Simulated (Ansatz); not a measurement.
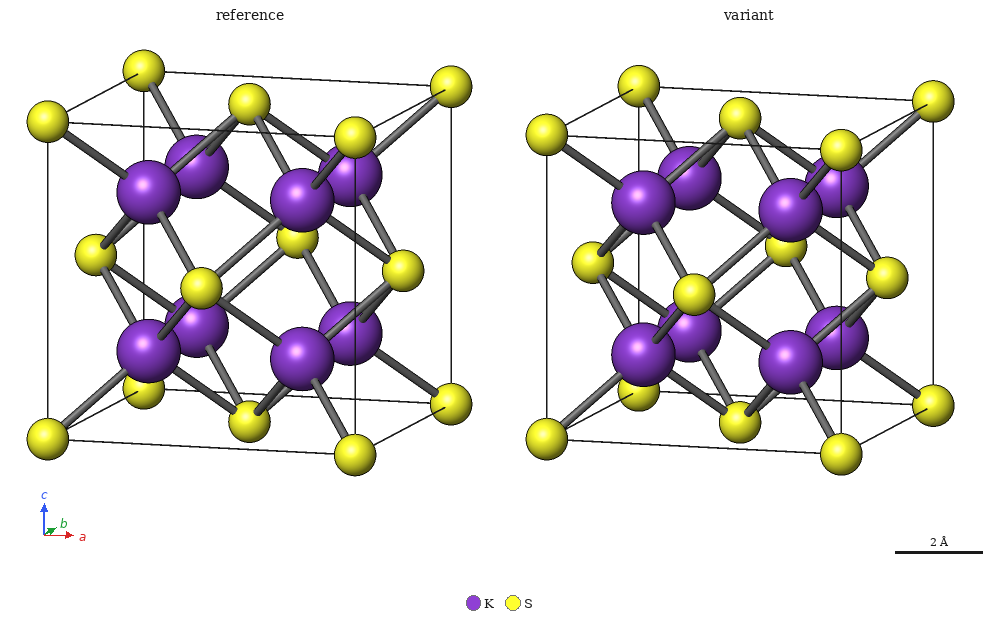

Left: a crystal of K₂S (set up in Fm-3m). Right: the same structure after one change, at the same scale. Style: ball-and-stick. Shown: the conventional cell (4 times the calculation's cell), slightly off an axis. Lengths and directions refer to the drawn axes.

All numbers below come from DFT PBE, scalar-relativistic, plane waves, PAW in Ansatz 0.2.0. (plane-wave cutoff 420 eV; k-point mesh 6 × 6 × 6; occupations gaussian; smearing width 0.02 eV; no spin polarisation)

What was changed?

Answer. All lengths are scaled by −4.2 % (volume −12.0 %), the atoms keeping their fractional coordinates. No relaxation follows.

How do the computed properties respond?

Answer. Some distances before and after: K–S 3.231 → 3.096 Å. The space group stays Fm-3m (No. 225). The energy rises by 36.1 meV per atom. Pressure: 0.0 GPa before, 3.1 GPa after. All forces vanish by symmetry.
